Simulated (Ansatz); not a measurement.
Zn16HSe16 (cell charge −1, with a compensating background) (cell with a defect)

```yaml
crystal:
  lattice:
    - [5.73176, -5.73176, -5.73176]
    - [-5.73176, -5.73176, 5.73176]
    - [-5.73176, 5.73176, -5.73176]
  atoms:
    - { symbol: Zn, position: [0.24837, 0.24517, 0.48939] }
    - { symbol: Zn, position: [0.25407, 0.49244, 0.25430] }
    - { symbol: Zn, position: [0.26100, 0.74919, 0.00608] }
    - { symbol: Zn, position: [0.99361, 0.25382, 0.75261] }
    - { symbol: Zn, position: [0.25372, 0.00275, 0.75295] }
    - { symbol: Zn, position: [0.99991, 0.49489, 0.49863] }
    - { symbol: Zn, position: [0.00565, 0.74919, 0.26138] }
    - { symbol: Zn, position: [0.75239, 0.25367, 0.99384] }
    - { symbol: Zn, position: [0.93194, 0.92680, 0.93220] }
    - { symbol: Zn, position: [0.75395, 0.56311, 0.75414] }
    - { symbol: Zn, position: [0.75147, 0.74888, 0.49946] }
    - { symbol: Zn, position: [0.48893, 0.24492, 0.24832] }
    - { symbol: Zn, position: [0.75275, 0.00254, 0.25396] }
    - { symbol: Zn, position: [0.49859, 0.49509, 0.00027] }
    - { symbol: Zn, position: [0.49848, 0.74891, 0.75170] }
    - { symbol: Zn, position: [0.50976, 0.00572, 0.50999] }
    - { symbol: Se, position: [0.00278, 0.24891, 0.50288] }
    - { symbol: Se, position: [0.00336, 0.49689, 0.25208] }
    - { symbol: Se, position: [0.02006, 0.74910, 0.02044] }
    - { symbol: Se, position: [0.75018, 0.26638, 0.75045] }
    - { symbol: Se, position: [0.00320, 0.00473, 0.74287] }
    - { symbol: Se, position: [0.74797, 0.49324, 0.48718] }
    - { symbol: Se, position: [0.75048, 0.74878, 0.24710] }
    - { symbol: Se, position: [0.50268, 0.24894, 0.00296] }
    - { symbol: Se, position: [0.74240, 0.00443, 0.00329] }
    - { symbol: Se, position: [0.48714, 0.49362, 0.74838] }
    - { symbol: Se, position: [0.50029, 0.74949, 0.50068] }
    - { symbol: Se, position: [0.23344, 0.23216, 0.23372] }
    - { symbol: Se, position: [0.50435, 0.00140, 0.25554] }
    - { symbol: Se, position: [0.25191, 0.49694, 0.00364] }
    - { symbol: Se, position: [0.24641, 0.74881, 0.75077] }
    - { symbol: Se, position: [0.25533, 0.00148, 0.50457] }
    - { symbol: H, position: [0.76053, 0.74536, 0.76031] }
```

Level of theory: Ansatz 0.2.0, DFT PBE, scalar-relativistic, plane waves, PAW.

Core electrons are frozen (PAW), and the valence fields are smoothed inside the atomic spheres.

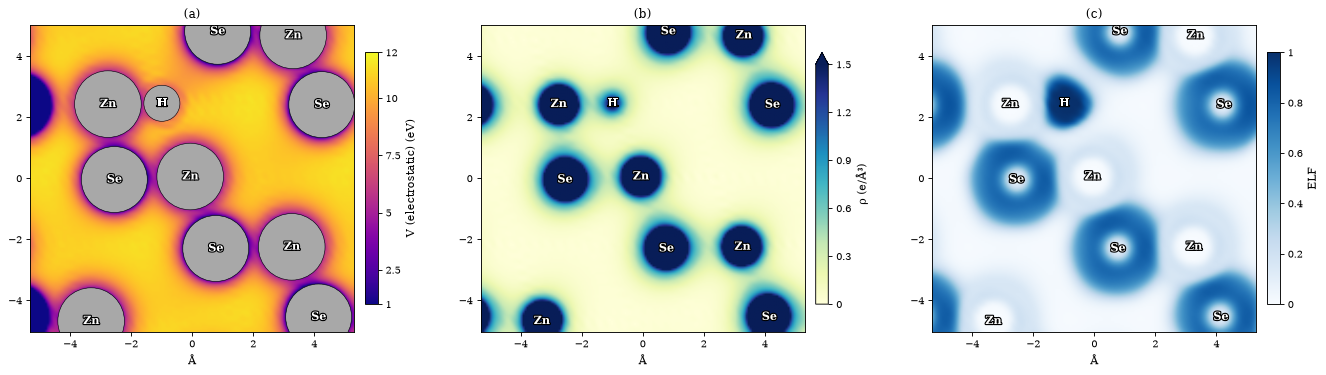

Figure 1. (a) electrostatic potential (local pseudopotential plus Hartree) felt by an electron; (b) valence pseudo-density; (c) ELF on the (100) plane of the calculation cell. Grey discs cover the atomic cores in the potential map.

**What do the fields say about this system?**

The plane passes through Zn, Se and H nuclei. Zn–H (1.77 Å): ρ at the midpoint is about 0.6 e/Å³; the ELF climbs to about 1 towards the hydrogen. Zn–Se (2.45 Å): ρ at the midpoint is about 0.46 e/Å³; the ELF is about 0.60 at the midpoint. The density dies away to nearly zero in the voids. Outside the cores the potential energy rises away from the atoms and is highest about 2.3 Å from the nearest atoms; its zero is arbitrary.

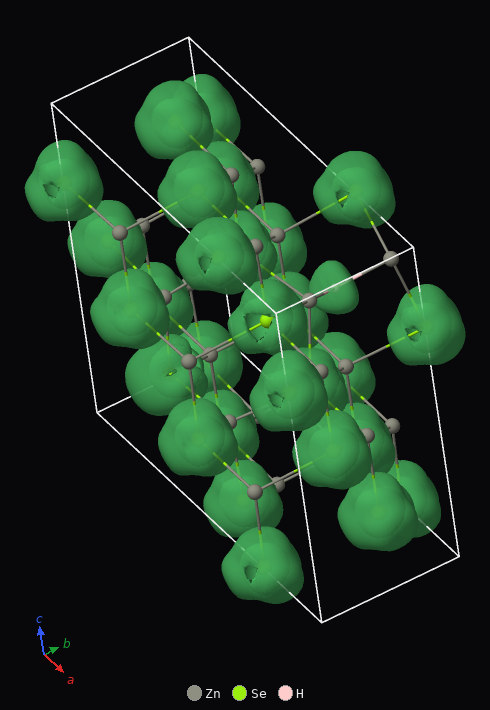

Figure 2. Isosurface of the electron localisation function at 0.75 (green), seen slightly off an axis. Core shells and regions of very low density are left out. Sticks mark near contacts.

**Describe the localisation domains.**

At this value the surface marks out one region around a hydrogen nucleus and 16 regions wrapped around Se (the valence shell of each), counted in one cell of 33 atoms. Regions shared between cells count once.


Zn–H (1.74 Å): the ELF climbs to about 1 towards the hydrogen. Zn–Se (2.44 Å): the ELF is about 0.60 at the midpoint.

**Does the calculation give a band gap?**

It is gapped, with a Kohn–Sham gap of 2.4 eV on the k-point mesh (the band edges may lie off the mesh, which would make the gap smaller).
